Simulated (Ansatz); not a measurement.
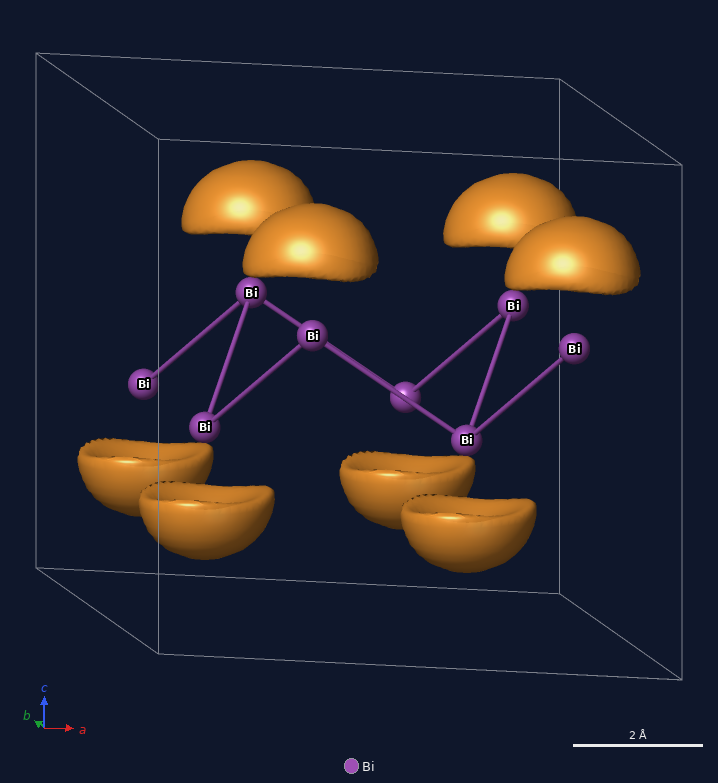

Figure. Bi (slab). Isosurface of the electron localisation function at 0.6 (orange), seen slightly off an axis. Core shells and regions of very low density are left out. Sticks mark near contacts.

Built by placing these elements on a known structure type.

Computed with DFT PBE+D3(BJ), scalar-relativistic, plane waves, PAW in Ansatz.

Core electrons are frozen (PAW), and the valence fields are smoothed inside the atomic spheres.

Question: Describe the localisation domains.

Answer: The surface consists of two lobes on Bi, pointing away from the bonds (lone pairs), counted in one cell of 2 atoms. Counts are for one cell; the picture repeats the cell along the surface. Profiles from the grid: Bi–Bi (3.03 Å): the ELF reaches about 0.55 near the midpoint.

Question: Does the calculation make it a metal, or give it a gap?

Answer: It is gapped, with a Kohn–Sham gap of 0.58 eV on the k-point mesh, an upper bound to the gap of this method.
